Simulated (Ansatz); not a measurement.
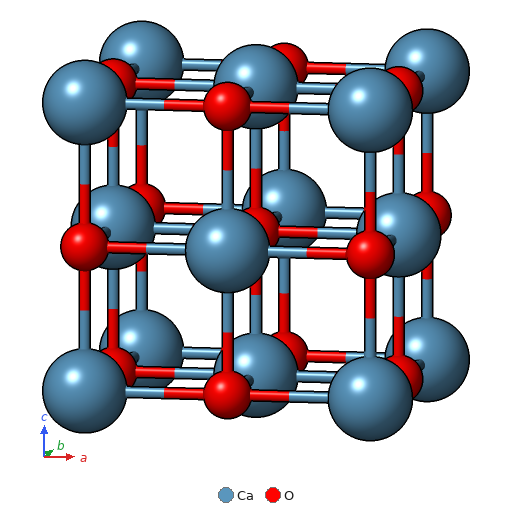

System: CaO, space group Fm-3m (No. 225). The picture shows the conventional cell.

Starting cell:
```yaml
crystal:
  lattice:
    - [0.00000, 2.29848, 2.29848]
    - [2.29848, 0.00000, 2.29848]
    - [2.29848, 2.29848, 0.00000]
  atoms:
    - { symbol: Ca, position: [0.00000, 0.00000, 0.00000] }
    - { symbol: O, position: [0.50000, 0.50000, 0.50000] }
```

How it was computed, with Ansatz 0.2.0: optical phonons of an insulator on the approach to the zone centre along x, y and z with the field of polar modes, imaginary frequencies are negative, field response on a mesh refined by the program; plane waves with PAW datasets. Level: PBEsol, no spin polarisation.

- wave cutoff: 420 eV
- k mesh: 8×8×8
- occupations: fixed
- pressure: 16 GPa

Predict the polar optical modes, transverse and longitudinal, approaching the zone centre along x.

The transverse (TO, twofold) lines lie at 351.2 and the longitudinal (LO) ones at 620.2 cm⁻¹, the same along x, y and z by the cubic symmetry.

| at | frequency (cm⁻¹) | degeneracy | dipole strength ((D/Å)²/amu) |
| --- | --- | --- | --- |
| x | 351.2 | 2 | 23.4 |
| x | 620.2 | 1 | 11.7 |

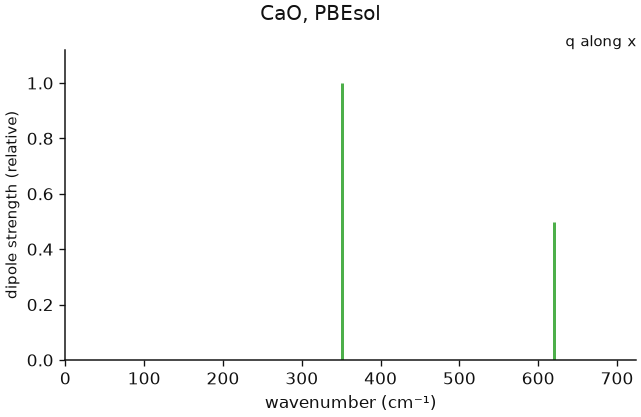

The spectrum is scaled to its strongest line.
